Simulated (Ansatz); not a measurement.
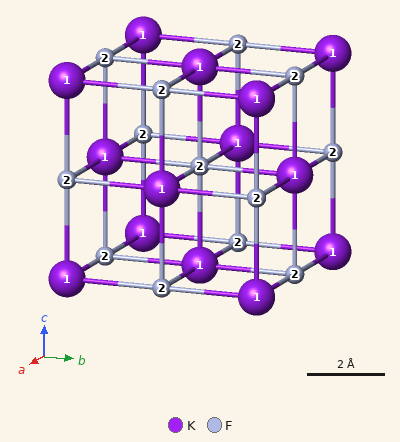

**Figure 1.** The input geometry (ball-and-stick view of the cell 4 times as large as that of the calculation, set on its symmetry axes, seen slightly off an axis; atoms are numbered from 1 in the order of the input). An atom can appear more than once, as a periodic image. Near neighbours in the periodic cell (some may lie outside the picture): K has 6 F at 2.67 Å; F has 6 K at 2.67 Å.

## Run report: KF, single-point calculation

KF (Fm-3m, 2 atoms in the cell), computed with DFT, r2SCAN, PAW with Ansatz's default frozen-core files, scalar-relativistic; levels at fixed fractional wave vectors of a strained or displaced cell, no spin polarisation (Ansatz 0.2.0).

The structure derives from an entry of the Crystallography Open Database. It belongs to a series of runs on one base structure; here: all lengths changed by +0.5 %, PAW files. Figures and captions count atoms from 1; the log counts them from 0 in places.

## The program's output
```
Engine: ansatz 0.2.0, aarch64-unknown-linux-gnu
Pseudopotentials: kind: paw
Pseudopotential: K, paw, valence charge 9, recommended cutoff 500 eV (meta_gga), K.paw.azcp
Pseudopotential: F, paw, valence charge 7, recommended cutoff 500 eV (meta_gga), F.paw.azcp
Functional definition: r2SCAN
  parameter k0 = 0.174
  parameter k1 = 0.065
  parameter a1 = 4.9479
  exchange = r2scan_x(k0 = k0, k1 = k1, a1 = a1)
  correlation = r2scan_c
Crystal: 2 atoms, lattice volume = 38.158 Å³
Basis set: ecut = 500 eV, 941 PW (Γ), exchange–correlation on 120×120×120 points (64 copies of the dense FFT grid, shifted against one another)
Bands: 12, of which v1, the nominal top of the filled ones, is band 8 counted from 1 (7 counted from 0)
Symmetry: 48 space group operations
Space group: Fm-3m (ITA 225), of the structure as read, at distance tolerance 3.4e-5 Å
k-points: 29 of 512
Non-local potential: K, projectors of the file, l = 0: 3, l = 1: 2, l = 2: 2
Non-local potential: F, projectors of the file, l = 0: 2, l = 1: 2, l = 2: 1
PAW form: soft (Blöchl's): semilocal exchange-correlation on the pseudo side does not see the compensation charge
PAW frozen core: K, regenerated for the run's functional (the file was generated under x = pbe(κ = 0.804, μ = 0.2195149727645171), c = pbe(β = 0.06672455060314922))
PAW frozen core: F, regenerated for the run's functional (the file was generated under x = pbe(κ = 0.804, μ = 0.2195149727645171), c = pbe(β = 0.06672455060314922))
PAW one-centre angular grid: K, 302 points (default); XC on 160 Gauss nodes
PAW one-centre angular grid: F, 302 points (default); XC on 160 Gauss nodes
Initial density: superposition of atomic densities (neutral atoms: chi_scale 0, normalization atom), corrected by the library's trained network
Initial wavefunctions: pseudopotential atomic-orbital guess
Functional: x = r2scan, c = r2scan; τ floored in thin density (d = 2e-4 eV/Å³)
SCF iter   1: F=—  HF=-2355.151324 eV  |F-HF|=—  |Δ(HF+E_count)|=         —  Δρ=7.41e-3  dr2=1.95e-2  dr2_τ=2.71e-2  ethr=1.77e-3  ⟨swp⟩=4.3  Hψ=1890  notcnv=0  defer=47
preconditioner: auto → none  [insulator: Δε(μ)=7.144 eV  Ē_g=18.788 eV  n_scr=14 (ndim 8)  ℏωp=22.5 eV  f_vac=0.133  ε∞_Penn≈2.4]
SCF iter   2: F=—  HF=-2355.191764 eV  |F-HF|=—  |Δ(HF+E_count)|=   4.04e-2  Δρ=5.31e-3  dr2=3.90e-3  dr2_τ=8.84e-4  ethr=1.22e-4  ⟨swp⟩=3.0  Hψ=892  notcnv=0  defer=54
SCF iter   3: F=—  HF=-2355.190847 eV  |F-HF|=—  |Δ(HF+E_count)|=   9.16e-4  Δρ=1.51e-3  dr2=3.17e-4  dr2_τ=6.02e-5  ethr=2.44e-5  ⟨swp⟩=2.0  Hψ=611  notcnv=0  defer=55
SCF iter   4: F=—  HF=-2355.190818 eV  |F-HF|=—  |Δ(HF+E_count)|=   2.99e-5  Δρ=2.17e-4  dr2=4.08e-6  dr2_τ=1.90e-6  ethr=1.98e-6  ⟨swp⟩=3.0  Hψ=554  notcnv=0  defer=56
SCF iter   5: F=—  HF=-2355.190818 eV  |F-HF|=—  |Δ(HF+E_count)|=   2.42e-7  Δρ=3.21e-5  dr2=1.47e-7  dr2_τ=4.34e-8  ethr=2.55e-8  ⟨swp⟩=2.3  Hψ=573  notcnv=0  defer=1
SCF iter   6: F=—  HF=-2355.190819 eV  |F-HF|=—  |Δ(HF+E_count)|=   8.77e-7  Δρ=5.43e-6  dr2=4.78e-9  dr2_τ=1.24e-9  ethr=9.17e-10  ⟨swp⟩=2.6  Hψ=562  notcnv=0
SCF iter   7: F=-2355.190819 eV  HF=-2355.190819 eV  |F-HF|=2.00e-11  |Δ(HF+E_count)|=   6.55e-9  Δρ=2.99e-7  dr2=1.88e-11  dr2_τ=5.16e-12  ethr=1.00e-12  ⟨swp⟩=4.2  Hψ=2047  notcnv=0
SCF 1 converged in 7 iterations: F = -2355.190819 eV  dr2 = 1.88e-11
  greatest PAW one-centre occupation: 0.989 electrons in one spin orbital (limit 2), on the K atom at site 0 (counted from 0), in its partial waves of l = 0
NSCF: frozen V_eff on 8 k-points
SCF converged after 7 iterations
Free energy (F): -2355.190819 eV
Harris-Foulkes:  -2355.190819 eV  (|F-HF|=2.00e-11)
Internal energy: -2355.190819 eV  (E = F + TS)
E sigma→0 (E₀):  -2355.190819 eV
Fermi energy:    0.913993 eV
--- Per-component energies (eV) ---
  E_band       = -138.872563
  E_kinetic    = 463.595990
  E_local      = -1112.427062  (includes V_loc(G=0)·N_el)
  E_nonlocal   = 85.223914
  E_hartree    = 401.818428
  E_xc         = -214.544285
  E_vxc        = -304.696761  (∫ρ·V_xc dr)
  E_paw        = -990.657628  (= ΣΔE_a)
  E_vpaw       = -94.209886  (= ΣTr[D̂ρ^β])
  E_aug_tail   = 0.000984  (compensation charges beyond the density's cutoff)
  E_vtau       = 20.003362  (kinetic-family band-sum trace: ∫τ·v_τ [+ j·A + Jᵃ·Aᵃ] dr)
  E_ewald      = -987.973583
  E_core_change = -0.227577  (= ΣΔE_core)
  E_smearing   = -0.000000  (= −TS)
  E_closure    = -0.000000  (closes the sum)
  Σ components = -2355.190819   (vs F -2355.190819, Δ=0.00e0)
--- Forces (eV/Å), atoms counted from 1 ---
  atom   1  K     -0.00000000     0.00000000     0.00000000
  atom   2  F      0.00000000    -0.00000000     0.00000000
  max |Σ_I F_I| component: 2.60e-29 eV/Å
--- Stress (GPa, compression-positive) ---
       -0.497770      -0.000000      -0.000000
        0.000000      -0.497770       0.000000
        0.000000       0.000000      -0.497770
  P = ⅓ Tr σ = -0.4978 GPa (-4.978 kbar)
--- Band table (eV; the first three rows and the last of 29) ---
  k-point 0: bands = ["-26.1285", "-18.8757", "-8.6108", "-8.6108", "-8.6108", "0.9140", "0.9140", "0.9140", "7.7427", "12.3720", "12.3720", "12.3720"]
  k-point 1: bands = ["-26.1146", "-18.8882", "-8.6522", "-8.6161", "-8.6161", "0.7816", "0.8629", "0.8629", "8.1748", "12.0727", "12.5848", "12.5848"]
  k-point 2: bands = ["-26.0809", "-18.9187", "-8.7513", "-8.6286", "-8.6286", "0.4970", "0.7421", "0.7421", "9.2530", "11.6655", "13.1148", "13.1148"]
  k-point 28: bands = ["-26.0095", "-18.9218", "-8.9968", "-8.9968", "-8.6986", "0.5234", "0.7618", "0.7618", "11.2476", "11.2476", "13.0408", "15.2546"]
```

The run was set up as follows.

## The input
```yaml
crystal:
  lattice:
    - [0.0, 2.67208894674, 2.67208894674]
    - [2.67208894674, 0.0, 2.67208894674]
    - [2.67208894674, 2.67208894674, 0.0]
  atoms:
    - { symbol: K, position: [0.0, 0.0, 0.0] }
    - { symbol: F, position: [0.5, 0.5, 0.5] }
kpoints:
  mp_grid: { grid: [8, 8, 8] }
scf:
  occupations: { method: fixed }
  convergence: { dr2_threshold: 1.0e-10 }
hamiltonian:
  xc: r2scan
  pseudopotentials: { kind: paw }
output:
  forces: true
  stress: true
  eigenstates:
    kpoints:
      - [0.0, 0.0, 0.0]
      - [0.0, -0.5, -0.5]
      - [-0.5, 0.0, -0.5]
      - [-0.5, -0.5, 0.0]
      - [-0.5, 0.0, 0.0]
      - [0.0, -0.5, 0.0]
      - [0.0, 0.0, -0.5]
      - [-0.5, -0.5, -0.5]
  eigenvalues: true
```

Command:
```bash
ansatz run input.yaml --threads 1 --pin off --max-ram 3072MiB --backend cpu --events-out ev --progress --plain --runs-dir out
```

## Results in brief

```csv
quantity,value
outcome,converged
space group (tolerance 0.01 Å),Fm-3m (225)
electrons treated,16
free energy,−2355.1908 eV
Fermi energy,0.914 eV
gap on the k-point mesh,6.83 eV
pressure,−0.50 GPa
largest force (length of the vector),under 0.001 eV/Å
hardware,"1 thread of Arm Neoverse V1, 112 GiB of memory available, shared host"
wall time,3.6 s
peak memory,0.39 GiB
```
